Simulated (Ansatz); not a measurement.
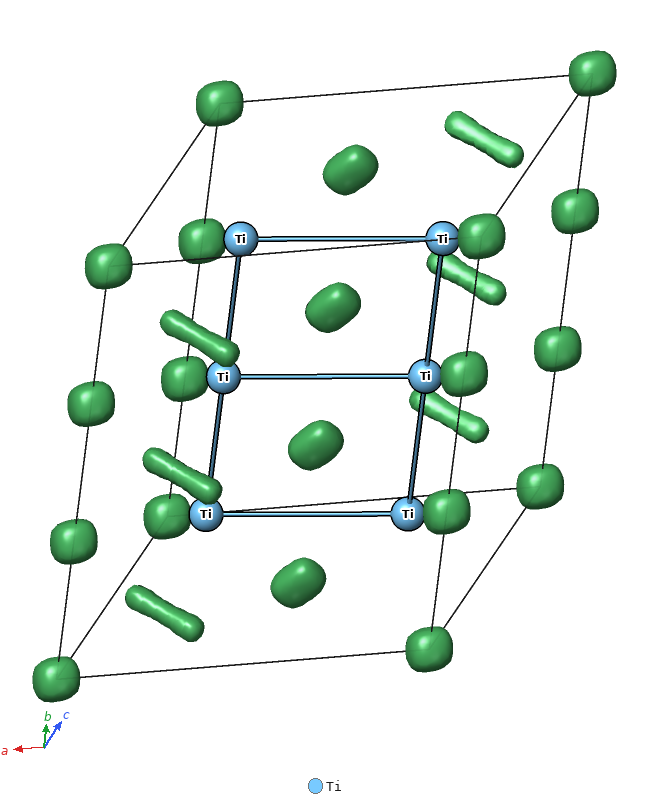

Figure 1: Ti. Isosurface of the electron localisation function at 0.65 (green), seen at an oblique angle. Core shells and regions of very low density are left out. Sticks mark near contacts.

Space group P-1; a structure from a database of computed crystals, not necessarily the ambient phase; changed on purpose from its base cell (band edges of the strained film's bulk); computed pressure about −4 GPa in this cell; computed without spin polarisation.

Method: DFT LDA, scalar-relativistic, plane waves, PAW (Ansatz).

In a PAW calculation such maps are meaningful between the atoms, not at the nuclei.

The calculation's input:

```
crystal:
  lattice:
    - [5.6213908019, -7.94834e-05, -0.0254600448]
    - [-2.810814626, 8.4320480685, -0.0399177755]
    - [-1.6644027332, 1.0687154396, 2.0981363871]
  atoms:
    - { symbol: Ti, position: [0.2508298731, 0.4430399894, 0.6000657264] }
    - { symbol: Ti, position: [0.2508298731, 0.1097066561, 0.6000657264] }
    - { symbol: Ti, position: [0.2508298731, 0.7763733227, 0.6000657264] }
    - { symbol: Ti, position: [0.7491701269, 0.5569600106, 0.3999342736] }
    - { symbol: Ti, position: [0.7491701269, 0.2236266773, 0.3999342736] }
    - { symbol: Ti, position: [0.7491701269, 0.8902933439, 0.3999342736] }
basis:
  ecutwfc: 420
kpoints:
  mp_grid: { grid: [7, 4, 16] }
hamiltonian:
  xc: lda
scf:
  occupations: { method: gaussian, width: 0.1 }
output:
  forces: true
  stress: true
  eigenvalues: true
  write_density: true
  write_potential: true
  elf: true
  volumetric_format: npy
```

Run with:

```sh
ansatz run input.yaml --threads 8 --pin off --max-ram 28672MiB --backend cpu --events-out ev --progress --plain --runs-dir out
```

### What do the ELF domains correspond to?

At this value the surface marks out twelve pockets between the atoms, centred on no nucleus (multi-centre or interstitial), counted in one cell of 6 atoms. Any copies at cell faces, edges or corners count once. There are no localised bonds or lone pairs at this value. Along the contacts the grid gives the following. Ti–Ti (2.72 Å): the ELF is about 0.15 at the midpoint: no shared electron pair shows on this line. Ti–Ti (2.78 Å): the ELF is about 0.20 at the midpoint (no localised pair shows between them).

### Metal or insulator at this level of theory?

It is gapless in this calculation (a metal or semimetal).
